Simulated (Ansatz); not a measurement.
Run report: Zn7Se8 (charge −2), nudged elastic band (part 1 of 2)

Zn7Se8 (defect cell, 15 atoms in the cell, total charge −2), computed with DFT LDA, scalar-relativistic, plane waves, PAW, no spin polarisation (Ansatz 0.2.0).

The structure derives from a Materials Project entry. It belongs to a series of runs on one base structure; here: climbing-image band for the jump of Zn by 3.94 A.

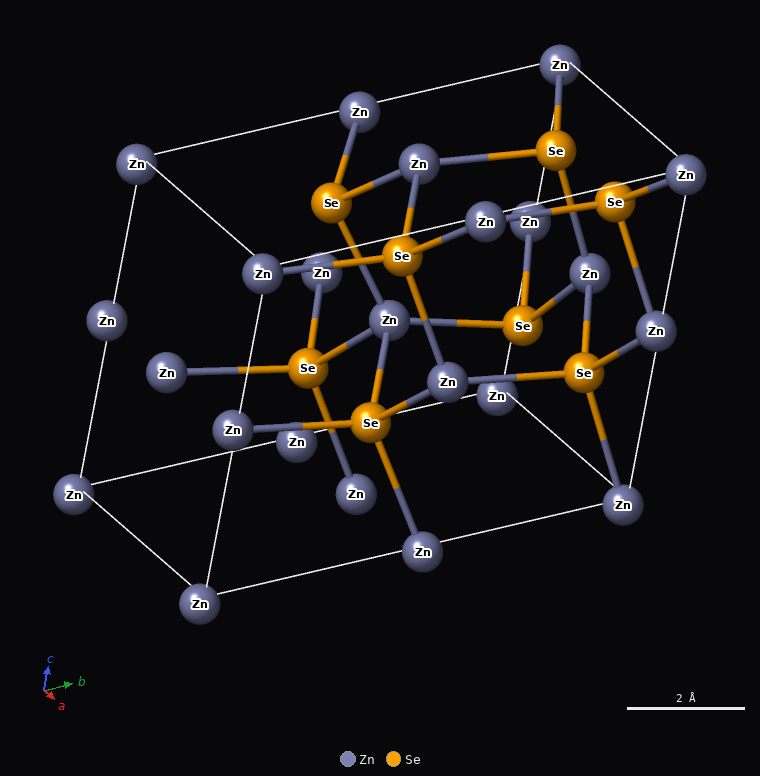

*The input geometry (ball-and-stick view of the cell of the calculation, seen slightly off an axis).*

Near neighbours in the crystal (not all of them lie inside the picture): Zn has 4 Se at 2.39 to 2.49 Å; Se has 4 Zn at 2.43 to 2.49 Å; Se has 3 Zn at 2.39 Å.

**Input file**
```yaml
crystal:
  lattice:
    - [0.0, 5.5675272894, -5.5675272894]
    - [5.5675272894, 5.5675272894, 0.0]
    - [5.5675272894, 0.0, -5.5675272894]
  atoms:
    - { symbol: Zn, position: [0.4867979692, 0.5132020308, -0.0132020308] }
    - { symbol: Zn, position: [1.0132020308, 0.5132020308, -0.0132020308] }
    - { symbol: Zn, position: [1.0132020308, -0.0132020308, -0.0132020308] }
    - { symbol: Zn, position: [0.4867979692, 0.5132020308, 0.5132020308] }
    - { symbol: Zn, position: [0.4867979692, -0.0132020308, 0.5132020308] }
    - { symbol: Zn, position: [1.0, 0.5, 0.5] }
    - { symbol: Zn, position: [1.0132020308, -0.0132020308, 0.5132020308] }
    - { symbol: Se, position: [0.3779598, 0.3740134, 0.3740134] }
    - { symbol: Se, position: [0.3825433457, 0.8825433457, 0.3523699628] }
    - { symbol: Se, position: [0.8740134, 0.3740134, 0.3740134] }
    - { symbol: Se, position: [0.8740134, 0.8779598, 0.3740134] }
    - { symbol: Se, position: [0.3825433457, 0.3523699628, 0.8825433457] }
    - { symbol: Se, position: [0.3825433457, 0.8825433457, 0.8825433457] }
    - { symbol: Se, position: [0.8740134, 0.3740134, 0.8779598] }
    - { symbol: Se, position: [0.8523699628, 0.8825433457, 0.8825433457] }
total_charge: -2
basis:
  ecutwfc: 420
  xc_grid: 2
kpoints:
  mp_grid: { grid: [2, 2, 2], shift: [0.0, 0.0, 0.0] }
hamiltonian:
  xc: lda
scf:
  occupations: { method: gaussian, width: 0.02 }
output:
  forces: true
neb:
  images: 3
  f_tol: 0.05
  max_iterations: 70
  order_check: false
  final_atoms:
    - { symbol: Zn, position: [0.4867985594, 0.0132014406, -0.0132014406] }
    - { symbol: Zn, position: [1.0132014406, 0.4867985594, -0.0132014406] }
    - { symbol: Zn, position: [1.0132014406, 0.0132014406, -0.0132014406] }
    - { symbol: Zn, position: [0.4867985594, 0.4867985594, 0.5132014406] }
    - { symbol: Zn, position: [0.4867985594, 0.0132014406, 0.5132014406] }
    - { symbol: Zn, position: [1.0132014406, 0.4867985594, 0.5132014406] }
    - { symbol: Zn, position: [1.0, 0.0, 0.5] }
    - { symbol: Se, position: [0.3825431933, 0.3825431933, 0.3523704202] }
    - { symbol: Se, position: [0.3779597571, 0.8740134143, 0.3740134143] }
    - { symbol: Se, position: [0.8740134143, 0.3779597571, 0.3740134143] }
    - { symbol: Se, position: [0.8740134143, 0.8740134143, 0.3740134143] }
    - { symbol: Se, position: [0.3825431933, 0.3825431933, 0.8825431933] }
    - { symbol: Se, position: [0.3825431933, 0.8523704202, 0.8825431933] }
    - { symbol: Se, position: [0.8523704202, 0.3825431933, 0.8825431933] }
    - { symbol: Se, position: [0.8740134143, 0.8740134143, 0.8779597571] }
```

Launched with:
```bash
ansatz run input.yaml --threads 4 --pin off --max-ram 10240MiB --backend cpu --events-out ev --progress --plain --runs-dir out
```

**Output**
```
Warning: neb: disabling space-group detection — the band's intermediate images generally break the endpoint symmetry, so no spatial operation reduces the k-mesh or symmetrises the density, except that a semilocal band can use its path's symmetry ahead of convergence; time reversal is kept, so that k and −k are solved as one point where they differ and the mesh holds both, and exact exchange and, on two spinor components, a DFT+U term hold to it where the run has them: on two components no moment then forms, and a state that bears one, which a typed moment (crystal.atoms[].spin; refused beside efield: under a hybrid functional) reaches, can lie lower, under hf by electronvolts; crystal.symmetry.detect: false (a key that needs symmetry detection or time reversal refuses this as the deck is read) with time_reversal: false beside it drops time reversal too
Engine: ansatz 0.2.0, x86_64-unknown-linux-gnu
Pseudopotentials: kind: paw
Pseudopotential: Zn, paw, valence charge 12, recommended cutoff 420 eV (normal), Zn.paw.azcp
Pseudopotential: Se, paw, valence charge 16, recommended cutoff 420 eV (normal), Se.paw.azcp
Functional definition: SPW92
  exchange = slater_x
  correlation = pw_c
parallel-image band execution: 3 concurrent image workers
NEB image 0
Crystal: 15 atoms, lattice volume = 345.157 Å³
Basis set: ecut = 420 eV, 6735 PW (Γ), exchange–correlation on 108×108×108 points (8 copies of the dense FFT grid, shifted against one another)
Bands: 129, of which v1, the nominal top of the filled ones, is band 107 counted from 1 (106 counted from 0)
Symmetry: 1 space group operations
k-points: 8
Non-local potential: Zn, projectors of the file, l = 0: 2, l = 1: 2, l = 2: 3, l = 3: 1
Non-local potential: Se, projectors of the file, l = 0: 2, l = 1: 2, l = 2: 3, l = 3: 1
PAW form: soft (Blöchl's): semilocal exchange-correlation on the pseudo side does not see the compensation charge
PAW frozen core: Zn, regenerated for the run's functional, and the local potential with it (the file was generated under x = pbe(κ = 0.804, μ = 0.2195149727645171), c = pbe(β = 0.06672455060314922))
PAW frozen core: Se, regenerated for the run's functional, and the local potential with it (the file was generated under x = pbe(κ = 0.804, μ = 0.2195149727645171), c = pbe(β = 0.06672455060314922))
PAW one-centre angular grid: Zn, 590 points (default); XC on 64 Gauss nodes
PAW one-centre angular grid: Se, 590 points (default); XC on 64 Gauss nodes
Initial density: superposition of atomic densities (neutral atoms scaled as one to the charged cell's electrons: chi_scale 0, normalization atom), corrected by the library's trained network
Initial wavefunctions: pseudopotential atomic-orbital guess
Functional: x = slater, c = lda
SCF iter   1: F=—  HF=-65785.839387 eV  |F-HF|=—  |Δ(HF+E_count)|=         —  Δρ=4.51e-2  dr2=4.64e0  ethr=1.77e-3  ⟨swp⟩=6.0  Hψ=4017  notcnv=0  defer=22
preconditioner: auto → Resta (q_TF=auto, 2.519 Å⁻¹)  ε∞=5.9  [insulator: Δε(μ)=1.124 eV  Ē_g=10.459 eV  σ=0.020 eV  W_gap=1.00  n_scr=88 (ndim 8)  ℏωp=23.1 eV  f_vac=0.093  D(μ)=0.00/eV (n_scr^D=0)  ε∞_Penn≈5.9]
SCF iter   2: F=—  HF=-65784.399479 eV  |F-HF|=—  |Δ(HF+E_count)|=    1.44e0  Δρ=1.26e-2  dr2=4.96e-1  ethr=1.77e-3  ⟨swp⟩=2.0  Hψ=1724  notcnv=0  defer=116
SCF iter   3: F=—  HF=-65784.056499 eV  |F-HF|=—  |Δ(HF+E_count)|=   3.43e-1  Δρ=9.77e-3  dr2=3.04e-1  ethr=2.32e-4  ⟨swp⟩=2.0  Hψ=1724  notcnv=0  defer=116
SCF iter   4: F=—  HF=-65783.937482 eV  |F-HF|=—  |Δ(HF+E_count)|=   1.19e-1  Δρ=2.92e-3  dr2=3.80e-2  ethr=1.42e-4  ⟨swp⟩=2.4  Hψ=1451  notcnv=0  defer=116
SCF iter   5: F=—  HF=-65783.929361 eV  |F-HF|=—  |Δ(HF+E_count)|=   8.12e-3  Δρ=8.58e-4  dr2=3.25e-3  ethr=1.78e-5  ⟨swp⟩=2.4  Hψ=2201  notcnv=0  defer=116
SCF iter   6: F=—  HF=-65783.927240 eV  |F-HF|=—  |Δ(HF+E_count)|=   2.12e-3  Δρ=2.53e-4  dr2=5.62e-4  ethr=1.52e-6  ⟨swp⟩=2.0  Hψ=1772  notcnv=0  defer=116
SCF iter   7: F=—  HF=-65783.927348 eV  |F-HF|=—  |Δ(HF+E_count)|=   1.08e-4  Δρ=3.60e-4  dr2=3.10e-4  ethr=2.63e-7  ⟨swp⟩=2.0  Hψ=1392  notcnv=0  defer=116
SCF iter   8: F=—  HF=-65783.927173 eV  |F-HF|=—  |Δ(HF+E_count)|=   1.75e-4  Δρ=9.55e-5  dr2=3.23e-5  ethr=1.45e-7  ⟨swp⟩=2.0  Hψ=1371  notcnv=0  defer=116
SCF iter   9: F=—  HF=-65783.927122 eV  |F-HF|=—  |Δ(HF+E_count)|=   5.17e-5  Δρ=3.02e-5  dr2=2.14e-6  ethr=1.51e-8  ⟨swp⟩=2.0  Hψ=1442  notcnv=0  defer=116
SCF iter  10: F=—  HF=-65783.927122 eV  |F-HF|=—  |Δ(HF+E_count)|=   6.34e-7  Δρ=8.02e-6  dr2=2.89e-7  ethr=1.00e-9  ⟨swp⟩=2.0  Hψ=1769  notcnv=0  defer=116
SCF iter  11: F=-65783.927122 eV  HF=-65783.927122 eV  |F-HF|=6.13e-8  |Δ(HF+E_count)|=   2.80e-8  Δρ=2.85e-6  dr2=4.41e-8  ethr=4.67e-11  ⟨swp⟩=5.0  Hψ=3931  notcnv=0
SCF 1 converged in 11 iterations: F = -65783.927122 eV  dr2 = 4.41e-8
  greatest PAW one-centre occupation: 1.000 electrons in one spin orbital (limit 2), on the Se atom at site 14 (counted from 0), in its partial waves of l = 2
NSCF: frozen V_eff on 8 k-points
NEB image 4
SCF iter   1: F=—  HF=-65785.839349 eV  |F-HF|=—  |Δ(HF+E_count)|=         —  Δρ=4.51e-2  dr2=4.64e0  ethr=1.77e-3  ⟨swp⟩=6.0  Hψ=4017  notcnv=0  defer=20
SCF iter   2: F=—  HF=-65784.399508 eV  |F-HF|=—  |Δ(HF+E_count)|=    1.44e0  Δρ=1.26e-2  dr2=4.96e-1  ethr=1.77e-3  ⟨swp⟩=2.0  Hψ=1724  notcnv=0  defer=116
SCF iter   3: F=—  HF=-65784.056505 eV  |F-HF|=—  |Δ(HF+E_count)|=   3.43e-1  Δρ=9.77e-3  dr2=3.04e-1  ethr=2.32e-4  ⟨swp⟩=2.0  Hψ=1724  notcnv=0  defer=116
SCF iter   4: F=—  HF=-65783.937487 eV  |F-HF|=—  |Δ(HF+E_count)|=   1.19e-1  Δρ=2.92e-3  dr2=3.80e-2  ethr=1.42e-4  ⟨swp⟩=2.4  Hψ=1451  notcnv=0  defer=116
SCF iter   5: F=—  HF=-65783.929360 eV  |F-HF|=—  |Δ(HF+E_count)|=   8.13e-3  Δρ=8.58e-4  dr2=3.25e-3  ethr=1.78e-5  ⟨swp⟩=2.5  Hψ=2095  notcnv=0  defer=116
SCF iter   6: F=—  HF=-65783.927237 eV  |F-HF|=—  |Δ(HF+E_count)|=   2.12e-3  Δρ=2.52e-4  dr2=5.61e-4  ethr=1.52e-6  ⟨swp⟩=2.0  Hψ=1772  notcnv=0  defer=116
SCF iter   7: F=—  HF=-65783.927341 eV  |F-HF|=—  |Δ(HF+E_count)|=   1.04e-4  Δρ=3.59e-4  dr2=3.08e-4  ethr=2.62e-7  ⟨swp⟩=2.0  Hψ=1392  notcnv=0  defer=116
SCF iter   8: F=—  HF=-65783.927170 eV  |F-HF|=—  |Δ(HF+E_count)|=   1.71e-4  Δρ=9.52e-5  dr2=3.22e-5  ethr=1.44e-7  ⟨swp⟩=2.0  Hψ=1371  notcnv=0  defer=116
SCF iter   9: F=—  HF=-65783.927122 eV  |F-HF|=—  |Δ(HF+E_count)|=   4.75e-5  Δρ=3.00e-5  dr2=2.13e-6  ethr=1.50e-8  ⟨swp⟩=2.0  Hψ=1442  notcnv=0  defer=116
SCF iter  10: F=—  HF=-65783.927123 eV  |F-HF|=—  |Δ(HF+E_count)|=   6.38e-7  Δρ=7.98e-6  dr2=2.86e-7  ethr=9.95e-10  ⟨swp⟩=2.0  Hψ=1766  notcnv=0  defer=116
SCF iter  11: F=-65783.927123 eV  HF=-65783.927123 eV  |F-HF|=6.12e-8  |Δ(HF+E_count)|=   2.59e-8  Δρ=2.82e-6  dr2=4.33e-8  ethr=4.67e-11  ⟨swp⟩=5.0  Hψ=3931  notcnv=0
SCF 2 converged in 11 iterations: F = -65783.927123 eV  dr2 = 4.33e-8
[... from here on the iterations of each SCF are left out, up to the last one ...]
NSCF: frozen V_eff on 8 k-points
NEB end point (image 0): max|allowed force component| = 6.424e-3 eV/Å (the criterion of neb.relax_end_points is 1.000e-2)
NEB end point (image 4): max|allowed force component| = 6.379e-3 eV/Å (the criterion of neb.relax_end_points is 1.000e-2)
NEB image 1
preconditioner: auto → Resta (q_TF=auto, 2.519 Å⁻¹)  ε∞=5.7  [insulator: Δε(μ)=0.822 eV  Ē_g=10.637 eV  σ=0.020 eV  W_gap=1.00  n_scr=88 (ndim 8)  ℏωp=23.1 eV  f_vac=0.095  D(μ)=0.00/eV (n_scr^D=0)  ε∞_Penn≈5.7]
SCF 3 converged in 12 iterations: F = -65774.067441 eV  dr2 = 5.02e-8
NEB image 2
preconditioner: auto → LDOS  [insulator: Δε(μ)=0.053 eV  Ē_g=11.065 eV  σ=0.020 eV  W_gap=0.93  n_scr=88 (ndim 8)  ℏωp=21.3 eV  f_vac=0.140  D(μ)=3.92/eV (n_scr^D=14)  ε∞_Penn≈4.7  β→1.0]
SCF 4 converged in 17 iterations: F = -65735.980748 eV  dr2 = 5.26e-8
NEB image 3
SCF 5 converged in 12 iterations: F = -65774.067497 eV  dr2 = 5.04e-8
NEB iter   1: max|band force component| = 1.890e2 eV/Å  barrier→ = 47.9464 eV  barrier← = 47.9464 eV  Δτ_max = 0.2000 Å  (63 SCF iters)
NEB image 1
Initial density: handed on by an earlier stage of this run
Initial wavefunctions: those handed on with the density
preconditioner: auto → Resta (q_TF=auto, 2.519 Å⁻¹)  ε∞=5.2  [insulator: Δε(μ)=0.220 eV  Ē_g=11.260 eV  σ=0.020 eV  W_gap=1.00  n_scr=88 (ndim 8)  ℏωp=23.1 eV  f_vac=0.075  D(μ)=0.00/eV (n_scr^D=0)  ε∞_Penn≈5.2]
SCF 6 converged in 10 iterations: F = -65780.383702 eV  dr2 = 2.83e-8
NEB image 2
preconditioner: auto → Resta (q_TF=auto, 2.519 Å⁻¹)  ε∞=5.1  [insulator: Δε(μ)=0.302 eV  Ē_g=11.407 eV  σ=0.020 eV  W_gap=1.00  n_scr=88 (ndim 8)  ℏωp=23.1 eV  f_vac=0.070  D(μ)=0.00/eV (n_scr^D=0)  ε∞_Penn≈5.1]
SCF 7 converged in 10 iterations: F = -65770.513258 eV  dr2 = 8.50e-8
NEB image 3
SCF 8 converged in 10 iterations: F = -65780.383869 eV  dr2 = 2.83e-8
NEB iter   2: max|band force component| = 5.171e1 eV/Å  barrier→ = 13.4139 eV  barrier← = 13.4139 eV  Δτ_max = 0.1988 Å  (30 SCF iters)
[... from here on the SCF iterations and repeated set-up lines of each step are left out, up to the last step ...]
NEB image 1
SCF 9 converged in 10 iterations: F = -65781.925232 eV  dr2 = 1.57e-8
NEB image 2
SCF 10 converged in 10 iterations: F = -65775.849821 eV  dr2 = 1.64e-8
NEB image 3
SCF 11 converged in 10 iterations: F = -65781.925299 eV  dr2 = 1.57e-8
NEB iter   3: max|band force component| = 3.127e1 eV/Å  barrier→ = 8.0773 eV  barrier← = 8.0773 eV  Δτ_max = 0.1543 Å  (30 SCF iters)
NEB image 1
SCF 12 converged in 9 iterations: F = -65782.887950 eV  dr2 = 5.13e-8
NEB image 2
SCF 13 converged in 10 iterations: F = -65779.942071 eV  dr2 = 3.11e-8
NEB image 3
SCF 14 converged in 9 iterations: F = -65782.887954 eV  dr2 = 5.13e-8
NEB iter   4: max|band force component| = 1.353e1 eV/Å  barrier→ = 3.9851 eV  barrier← = 3.9851 eV  Δτ_max = 0.2000 Å  (28 SCF iters)
NEB image 1
SCF 15 converged in 9 iterations: F = -65783.045615 eV  dr2 = 2.71e-8
NEB image 2
SCF 16 converged in 10 iterations: F = -65781.284324 eV  dr2 = 2.51e-8
NEB image 3
SCF 17 converged in 9 iterations: F = -65783.045589 eV  dr2 = 2.72e-8
NEB iter   5: max|band force component| = 7.316e0 eV/Å  barrier→ = 2.6428 eV  barrier← = 2.6428 eV  Δτ_max = 0.1969 Å  (28 SCF iters)
NEB image 1
SCF 18 converged in 10 iterations: F = -65783.209589 eV  dr2 = 1.28e-8
NEB image 2
SCF 19 converged in 10 iterations: F = -65782.041496 eV  dr2 = 2.66e-8
NEB image 3
SCF 20 converged in 10 iterations: F = -65783.209510 eV  dr2 = 1.28e-8
NEB iter   6: max|band force component| = 2.988e0 eV/Å  barrier→ = 1.8856 eV  barrier← = 1.8856 eV  Δτ_max = 0.2000 Å  (30 SCF iters)
NEB image 1
SCF 21 converged in 10 iterations: F = -65783.157731 eV  dr2 = 3.14e-8
NEB image 2
SCF 22 converged in 10 iterations: F = -65782.258268 eV  dr2 = 9.31e-9
NEB image 3
SCF 23 converged in 9 iterations: F = -65783.157534 eV  dr2 = 8.61e-8
NEB iter   7: max|band force component| = 1.317e0 eV/Å  barrier→ = 1.6689 eV  barrier← = 1.6689 eV  Δτ_max = 0.1159 Å  (29 SCF iters)
NEB image 1
SCF 24 converged in 8 iterations: F = -65783.189005 eV  dr2 = 1.88e-8
NEB image 2
SCF 25 converged in 9 iterations: F = -65782.377197 eV  dr2 = 1.68e-8
NEB image 3
SCF 26 converged in 8 iterations: F = -65783.188828 eV  dr2 = 1.86e-8
NEB iter   8: max|band force component| = 5.662e-1 eV/Å  barrier→ = 1.5499 eV  barrier← = 1.5499 eV  Δτ_max = 0.0595 Å  (25 SCF iters)
NEB image 1
SCF 27 converged in 7 iterations: F = -65783.177506 eV  dr2 = 8.04e-8
NEB image 2
SCF 28 converged in 9 iterations: F = -65782.420057 eV  dr2 = 8.02e-9
NEB image 3
SCF 29 converged in 7 iterations: F = -65783.177163 eV  dr2 = 8.05e-8
NEB iter   9: max|band force component| = 2.268e-1 eV/Å  barrier→ = 1.5071 eV  barrier← = 1.5071 eV  CI = image 2  Δτ_max = 0.0172 Å  (23 SCF iters)
NEB image 1
SCF 30 converged in 7 iterations: F = -65783.174255 eV  dr2 = 1.66e-8
NEB image 2
SCF 31 converged in 7 iterations: F = -65782.428648 eV  dr2 = 2.18e-8
NEB image 3
SCF 32 converged in 7 iterations: F = -65783.174881 eV  dr2 = 1.68e-8
NEB iter  10: max|band force component| = 9.337e-2 eV/Å  barrier→ = 1.4985 eV  barrier← = 1.4985 eV  CI = image 2  Δτ_max = 0.0088 Å  (21 SCF iters)
NEB image 1
SCF 33 converged in 5 iterations: F = -65783.176074 eV  dr2 = 9.48e-8
NEB image 2
preconditioner: auto → Resta (q_TF=auto, 2.519 Å⁻¹)  ε∞=5.4  [insulator: Δε(μ)=0.217 eV  Ē_g=11.053 eV  σ=0.020 eV  W_gap=1.00  n_scr=88 (ndim 8)  ℏωp=23.1 eV  f_vac=0.064  D(μ)=0.00/eV (n_scr^D=0)  ε∞_Penn≈5.4]
SCF 34 converged in 6 iterations: F = -65782.430242 eV  dr2 = 4.53e-8
NEB image 3
iter 1 solved again at ethr=1.28e-7 eV; its pass at ethr=3.10e-3 eV (dr2=2.74e-4 eV) is discarded
SCF iter   1: F=—  HF=-65783.177007 eV  |F-HF|=—  |Δ(HF+E_count)|=         —  Δρ=3.51e-4  dr2=2.75e-4  ethr=1.28e-7  ⟨swp⟩=2.0  Hψ=3523  notcnv=0
SCF iter   2: F=—  HF=-65783.176920 eV  |F-HF|=—  |Δ(HF+E_count)|=   8.69e-5  Δρ=1.61e-4  dr2=5.39e-5  ethr=1.28e-7  ⟨swp⟩=2.0  Hψ=1592  notcnv=0
SCF iter   3: F=—  HF=-65783.176856 eV  |F-HF|=—  |Δ(HF+E_count)|=   6.46e-5  Δρ=2.61e-5  dr2=2.08e-6  ethr=2.52e-8  ⟨swp⟩=2.0  Hψ=1773  notcnv=0
SCF iter   4: F=—  HF=-65783.176857 eV  |F-HF|=—  |Δ(HF+E_count)|=   7.70e-7  Δρ=2.25e-5  dr2=1.30e-6  ethr=9.71e-10  ⟨swp⟩=2.0  Hψ=1592  notcnv=0
SCF iter   5: F=-65783.176856 eV  HF=-65783.176856 eV  |F-HF|=5.22e-8  |Δ(HF+E_count)|=   5.77e-7  Δρ=3.43e-6  dr2=9.43e-8  ethr=4.67e-11  ⟨swp⟩=3.0  Hψ=4246  notcnv=0
SCF 35 converged in 5 iterations: F = -65783.176856 eV  dr2 = 9.43e-8
NEB image 1
NSCF: frozen V_eff on 8 k-points
NEB image 3
NSCF: frozen V_eff on 8 k-points
NEB image 2
NSCF: frozen V_eff on 8 k-points
the band table was solved once a step of the walk had ended and its energy, with any forces and stress, was formed, with the checks that follow a solve (3801 applications of the Hamiltonian). They found nothing against the state; the energy, forces and stress were not computed again (output.eigenvalues in the input reference)
NEB iter  11: max|band force component| = 2.771e-2 eV/Å  barrier→ = 1.4969 eV  barrier← = 1.4969 eV  CI = image 2  Δτ_max = 0.0000 Å  (16 SCF iters)
```

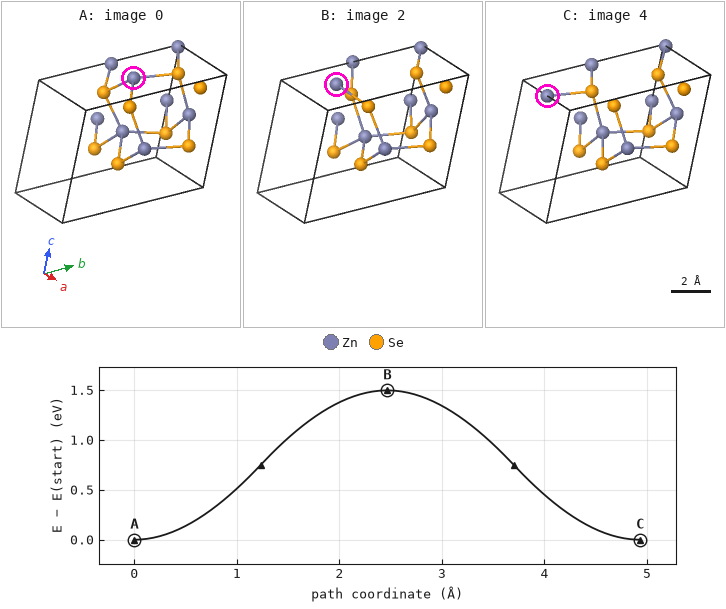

*Images of the last band (counted from 0; ball-and-stick, reduced simulation cell, seen slightly off an axis), with the moving atom and its periodic copies ringed, above the energy along the path; the line is a cubic interpolation that uses the forces.*

The highest image is number 2, 1.497 eV above the start and 1.497 eV above the end (the climbing image); start and end have the same energy. The path is 4.93 Å long, and Zn1 moves most (3.94 Å). The band converged in 11 iterations.

```
SCF converged after 6 iterations
Free energy (F): -65782.430242 eV
Harris-Foulkes:  -65782.430242 eV  (|F-HF|=7.34e-8)
Internal energy: -65782.430242 eV  (E = F + TS)
E sigma→0 (E₀):  -65782.430242 eV
Fermi energy:    7.171023 eV
--- Per-component energies (eV) ---
  E_band       = -3137.914912
  E_kinetic    = 1900.938137
  E_local      = -33389.222152  (includes V_loc(G=0)·N_el)
  E_nonlocal   = -394.113965
  E_hartree    = 15503.273848
  E_xc         = -1796.403109
  E_vxc        = -1187.029907  (∫ρ·V_xc dr)
  E_paw        = -26908.461829  (= ΣΔE_a)
  E_vpaw       = -1075.042649  (= ΣTr[D̂ρ^β])
  E_aug_tail   = -0.007294  (compensation charges beyond the density's cutoff)
  E_ewald      = -20727.072766
  E_core_change = 28.638887  (= ΣΔE_core)
  E_smearing   = -0.000000  (= −TS)
  E_closure    = 0.000000  (closes the sum)
  E_deformation_potential = -24.949943  (in the stress; not in F)
  Σ components = -65782.430242   (vs F -65782.430242, Δ=0.00e0)
```
